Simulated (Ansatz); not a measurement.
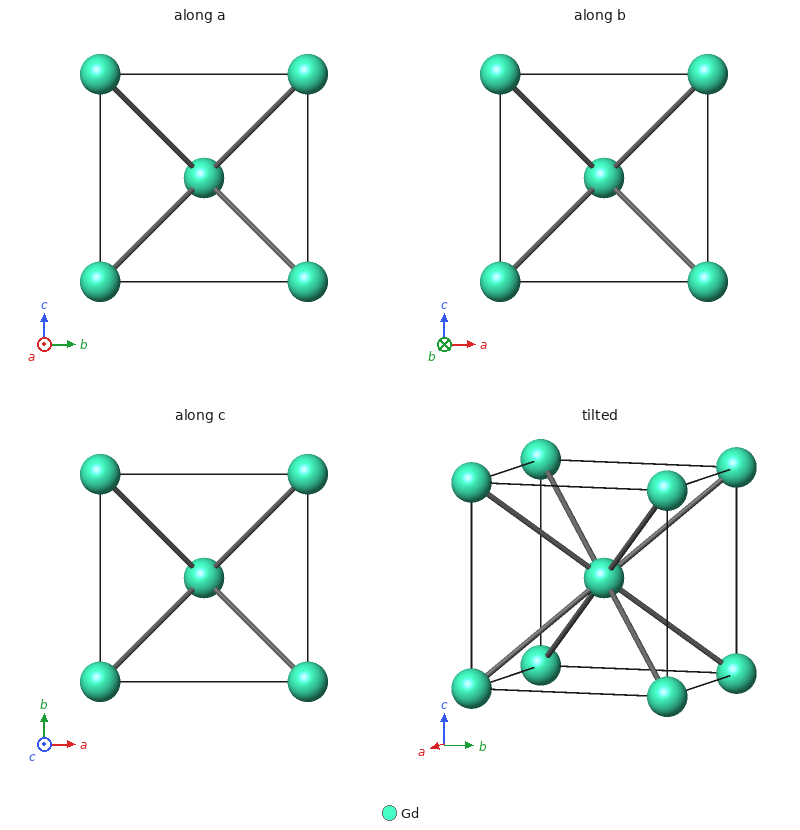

Drawn in the ball-and-stick manner and seen along the a axis, along the b axis, along the c axis and slightly off an axis. The wireframe shows the conventional unit cell.

Lattice parameters: a = 4.1253 Å, b = 4.1253 Å, c = 4.1253 Å, α = 90.000°, β = 90.000°, γ = 90.000°.

> Put the structure into a CIF with its space group and independent sites.

```cif
data_structure
_symmetry_space_group_name_H-M 'I m -3 m'
_symmetry_Int_Tables_number 229
_cell_length_a 4.1253
_cell_length_b 4.1253
_cell_length_c 4.1253
_cell_angle_alpha 90.000
_cell_angle_beta 90.000
_cell_angle_gamma 90.000
_cell_volume 70.20
loop_
_atom_site_label
_atom_site_type_symbol
_atom_site_symmetry_multiplicity
_atom_site_Wyckoff_symbol
_atom_site_fract_x
_atom_site_fract_y
_atom_site_fract_z
_atom_site_occupancy
Gd1 Gd 2 a 0.0000 0.0000 0.0000 1
```

The cell started as a structure type filled with this element by a generator (whether the element takes this form wasn't checked). The cell was then strained or its atoms displaced on purpose. A calculation with Ansatz used it as input.
